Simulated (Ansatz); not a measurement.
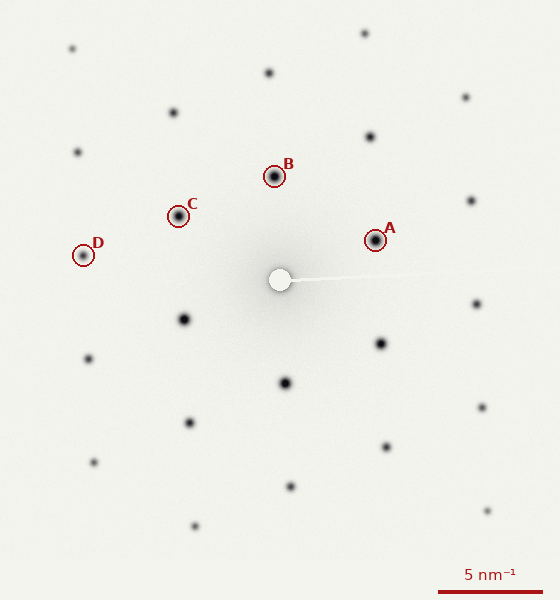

Kinematic zone-axis pattern, calculated for 120 keV electrons with B = 0.5 Å². The zone axis points towards the electron source and the pattern is seen from the source side.

The sample is Co, space group Fm-3m (No. 225), a = 3.47 Å. Structure: the geometry relaxed with Ansatz 0.2.0, DFT, PBEsol, plane waves (420 eV) with PAW, scalar-relativistic; the starting structure was generated, so it need not be a known form of this composition.

Spot A is indexed -1 1 -1 and spot B -1 1 1.

### Index the other marked spots.

C = −A + B = 0 0 2 (d = 1.735 Å). D = −2A + B = 1 -1 3 (d = 1.046 Å).

### Which zone axis is this?

The cross product of A and B is parallel to [110]; every spot obeys hu + kv + lw = 0.
